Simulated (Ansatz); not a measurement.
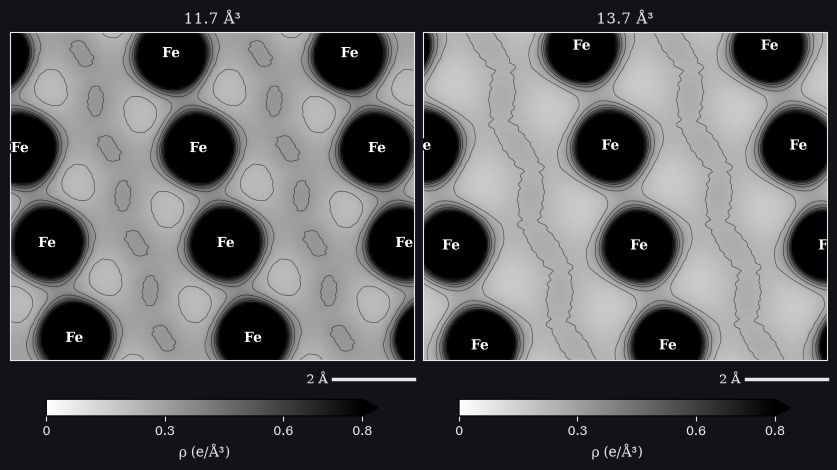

Fe. The valence electron density of cells scaled evenly to different volumes (given per atom above each panel), on the (11̄0) plane of each (indices in the axes of the cell below), at one length scale and on one colour scale.

A generated structure, not necessarily the stable one; spin-polarised.

All numbers below come from Ansatz 0.2.0, DFT, revPBE, plane waves (420 eV) with PAW, scalar-relativistic.

Core electrons are frozen (PAW), and the valence fields are smoothed inside the atomic spheres.

The largest cell:

```cif
data_structure
_symmetry_space_group_name_H-M 'P 1'
_symmetry_Int_Tables_number 1
_cell_length_a 2.7088
_cell_length_b 2.7088
_cell_length_c 4.6489
_cell_angle_alpha 97.538
_cell_angle_beta 97.538
_cell_angle_gamma 123.343
_cell_volume 27.39
loop_
_atom_site_label
_atom_site_type_symbol
_atom_site_fract_x
_atom_site_fract_y
_atom_site_fract_z
_atom_site_occupancy
Fe1 Fe 0.00001 0.99999 0.00000 1
Fe2 Fe 0.74999 0.25001 0.50000 1
```

| volume (Å³/atom) | Fe–Fe contact in the plane (Å) | ρ at its midpoint (e/Å³) | pressure (GPa) | largest moment (μB) | 
| --- | --- | --- | --- | --- |
| 11.74 | 2.442 | 0.362 | 6.7 | 2.52 | 
| 12.71 | 2.508 | ? | ? | ? | 
| 13.69 | 2.571 | 0.293 | −13.5 | 2.76 | 

### Estimate the missing row, and compare with the calculation.

Over the known rows ln ρ falls by 1.64 per Å of Fe–Fe distance (the line through the two), which gives 0.325 e/Å³ at 2.508 Å; the calculation gives 0.321 e/Å³. For the pressure, a straight line in volume between the neighbouring rows gives −3.3 GPa; the calculation gives −5.2, lower because pressure rises ever faster on compression. For the largest moment, a straight line in volume between the neighbouring rows gives 2.64 μB; the calculation gives 2.67.
